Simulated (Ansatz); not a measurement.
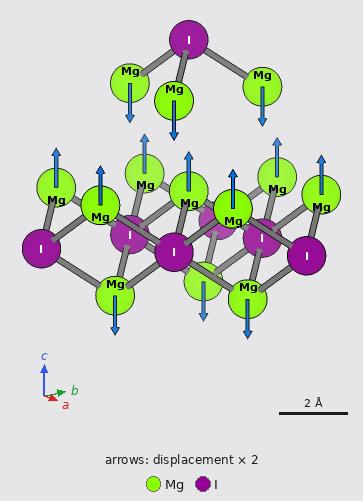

A relaxation of a crystal of Mg2I (built on the cadmium chloride_166 type) (coarse preliminary run). The starting structure is drawn; blue arrows show the displacements (the part carried along by the change of the cell is left out), 2 times their true length.

Style: ball-and-stick. Shown: the atoms within 5.0 Å of the atom that moves most (axes of the conventional cell (3 times the calculation's cell)), slightly off an axis. Lengths and directions refer to the drawn axes.

Case: anti-cadmium chloride type (R-3m, No. 166).

All numbers below come from DFT PBE, scalar-relativistic, plane waves, PAW in Ansatz.

The input:
```yaml
crystal:
  lattice:
    - [1.9908729778, 1.1494310497, 6.012945684]
    - [-1.9908729778, 1.1494310497, 6.012945684]
    - [0.0, -2.2988620994, 6.012945684]
  atoms:
    - { symbol: Mg, position: [0.75, 0.75, 0.75] }
    - { symbol: Mg, position: [0.25, 0.25, 0.25] }
    - { symbol: I, position: [0.0, 0.0, 0.0] }
basis:
  ecutwfc: 420
kpoints:
  mp_grid: { grid: [6, 6, 6] }
hamiltonian:
  xc: pbe
scf:
  occupations: { method: gaussian, width: 0.1 }
  lower_state_search: "off"
output:
  forces: true
  stress: true
  eigenvalues: true
relax:
  adjacent_minimum: "off"
  f_tol: 0.04
  max_steps: 70
  cell: { stress_tol: 0.4 }
```

Command:
```bash
ansatz run input.yaml --threads 1 --pin off --max-ram 2560MiB --backend cpu --events-out ev --progress --plain --runs-dir out
```

> Which element moves most?

Magnesium: up to 0.60 Å, against 0.00 Å for iodine.

> What happened in the run?

Over 5 accepted moves (6 points after the start) the energy falls by 665 meV per atom. Largest force component: 2.9 eV/Å at the start, 0.022 eV/Å at the end. The pressure goes from 9.24 to 0.19 GPa. At 1 point the geometry stayed and the basis and grid were re-selected for the new cell (energy shift of 0.1 meV per atom at most each time). The largest moves relative to the cell, 0.60 Å, are those of Mg1 and Mg2. Mg1 goes along +c. I stays in place. Cell: a = b 3.982 → 3.965 Å (−0.4 %), c 18.039 → 19.402 Å (+7.6 %). Volume +6.7 %. Some distances before and after: Mg1–I3 2.747 → 3.187 Å. Bond angles that change, for instance: Mg1–I3–Mg1 92.9° → 77.0°, I3–Mg1–I3 92.9° → 77.0°, Mg1–I3–Mg2 87.1° → 103.0°. The space group stays R-3m (No. 166). Cost: 25 s on 1 thread of Arm Neoverse V2, on a shared host, peak memory 0.36 GiB.
